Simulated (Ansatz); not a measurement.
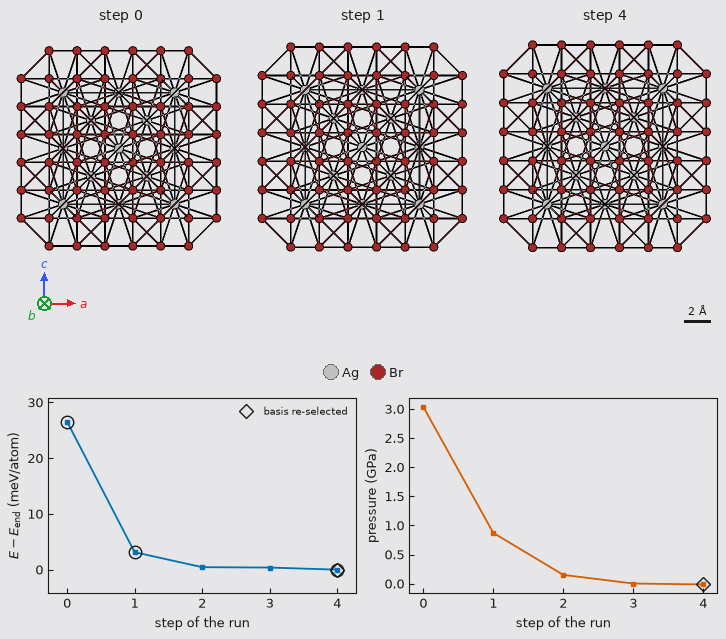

Frames of a relaxation of crystalline AgBr₂ (built on the cubic Laves (C15)_227 type), marked on the history of the run. The picture is a ball-and-stick view of the conventional cell (4 times the calculation's cell), seen along the b axis. Lengths and directions refer to the drawn axes.

Case: cubic Laves (C15) type (Fd-3m, No. 227).

Computed with Ansatz 0.2.0, DFT PBE, scalar-relativistic, plane waves, PAW.

Input file:
```yaml
crystal:
  lattice:
    - [0.0, 4.3006104715, 4.3006104715]
    - [4.3006104715, 0.0, 4.3006104715]
    - [4.3006104715, 4.3006104715, 0.0]
  atoms:
    - { symbol: Ag, position: [0.0, 0.0, 0.0] }
    - { symbol: Ag, position: [0.25, 0.25, 0.25] }
    - { symbol: Br, position: [0.625, 0.625, 0.625] }
    - { symbol: Br, position: [0.125, 0.625, 0.625] }
    - { symbol: Br, position: [0.625, 0.625, 0.125] }
    - { symbol: Br, position: [0.625, 0.125, 0.625] }
basis:
  ecutwfc: 420
kpoints:
  mp_grid: { grid: [8, 8, 8] }
hamiltonian:
  xc: pbe
scf:
  occupations: { method: gaussian, width: 0.1 }
output:
  forces: true
  stress: true
  eigenvalues: true
relax:
  adjacent_minimum: "off"
  f_tol: 0.01
  max_steps: 80
  cell: { stress_tol: 0.05 }
```

Run as
```bash
ansatz run input.yaml --threads 1 --pin off --max-ram 2560MiB --backend cpu --events-out ev --progress --plain --runs-dir out
```

### What happens along the run?

The atoms keep their places relative to the cell (all moves are under 0.005 Å). The drawn cell changes as follows: a = b = c 8.601 → 8.928 Å (+3.8 %); the volume changes by +11.8 %. Among the contacts that change: Ag1–Br3 3.566 → 3.701 Å, Br3–Br4 3.041 → 3.156 Å. The space group stays Fd-3m (No. 227). After 3 accepted moves (4 points after the start) the energy has fallen by 26.6 meV per atom. All forces vanish by symmetry, so only the cell relaxes. The pressure goes from 3.04 to −0.01 GPa. At 1 point the geometry stayed and the basis and grid were re-selected for the new cell (energy shift of 0.4 meV per atom at most each time). From step 0 to 1: volume +7.6 %, energy −23.4 meV per atom. From step 1 to 4: volume +3.9 %, energy −3.1 meV per atom.

```
step  E − E(0), meV/atom  pressure, GPa  volume, Å³/atom                      note
   0                0.00           3.04           26.514                          
   1              -23.42           0.87           28.537                          
   2              -26.11           0.15           29.443                          
   3              -26.18           0.00           29.651                          
   4              -26.55          -0.01           29.651  same geometry, new basis
```
